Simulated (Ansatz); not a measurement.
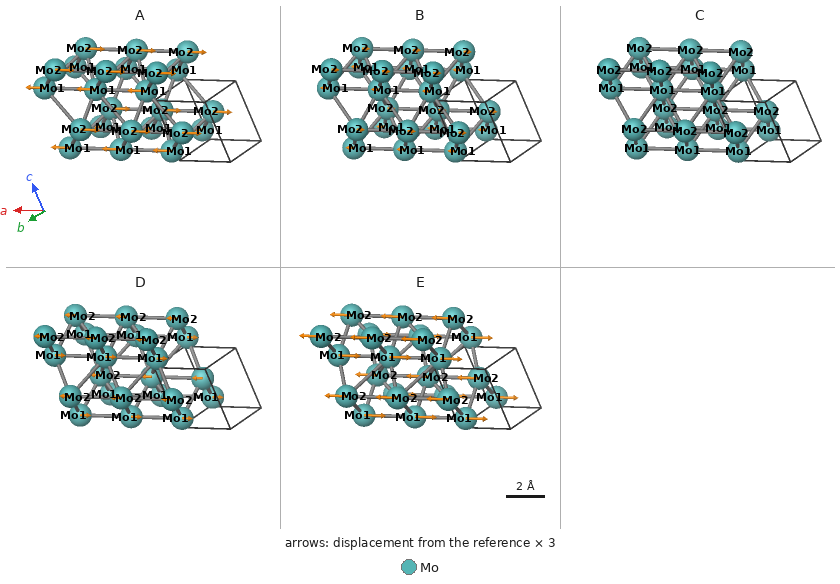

Solid Mo (P6/mmm): a normal mode of wave vector (0, 1/2, 1/2) of the primitive cell, folded into a doubled cell, is frozen in with the cell fixed, the amplitude being the largest displacement of an atom. Style: ball-and-stick. Shown: the cell of the calculation, repeated 3 × 2 × 2 with one cell outlined, from a free direction. Orange arrows: displacements from the reference.

Computed with Ansatz 0.2.0, DFT PBEsol, scalar-relativistic, plane waves, PAW. (plane-wave cutoff 420 eV; k-point mesh 24 × 24 × 24; occupations gaussian; smearing width 0.15 eV; no spin polarisation). Energies (free energies at the smearing named) are counted from the relaxed crystal.

**Rank the frames from lowest to highest energy.**

Lowest first: C (the amplitude 0.00 Å, 0.0 meV/cell), B (the amplitude 0.15 Å, 15.5 meV/cell), D (the amplitude −0.20 Å, 25.0 meV/cell), A (the amplitude 0.35 Å, 27.6 meV/cell), E (the amplitude −0.40 Å, 28.9 meV/cell). Over the whole scan: the harmonic wavenumber of the mode is 32 cm⁻¹, a stable vibration. Of the computed points the lowest is at the amplitude 0.00 Å, 0.0 meV/cell. Further local minima among the points: 0.35 Å (27.6 meV/cell). A local maximum lies at 0.30 Å (29.4 meV/cell). The well is symmetric. The distortion takes the space group from P6/mmm to Imma.
